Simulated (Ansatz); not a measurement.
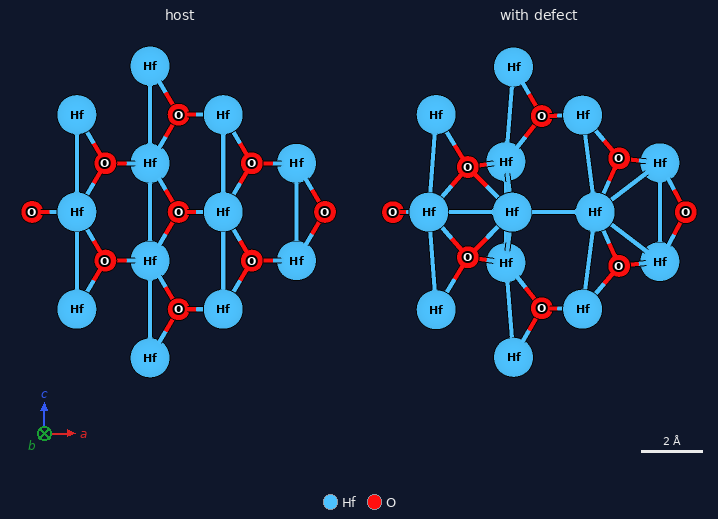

Left: perfect HfO2. Right: the same region with one point defect, after relaxing the atoms in a supercell of 24 sites. The picture is a ball-and-stick view of the atoms within 5.4 Å of one point, in a slice 3.4 Å thick across the line of sight, seen along the b axis.

Level of theory: DFT PBEsol, scalar-relativistic, plane waves, PAW in Ansatz 0.2.0. (plane-wave cutoff 420 eV; k-point mesh 2 × 2 × 2; occupations gaussian; smearing width 0.01 eV; collinear spin) The cell is small and the k-mesh coarse, so the numbers are rough. A uniform background neutralises the charged cell. The axes drawn are those of the host's conventional cell.

Which defect is it?

Answer. An oxygen atom is replaced by hafnium.

The charge state of the cell is +1.

What does the relaxation do around it?

Answer. In the host the O atom has 3 Hf at 2.08 to 2.09 Å; the Hf atom ends with 5 O at 2.20 to 2.28 Å. Of the host's atoms, a hafnium atom moves furthest from its site, by 0.54 Å. The cell's net moment is 1.00 μB.
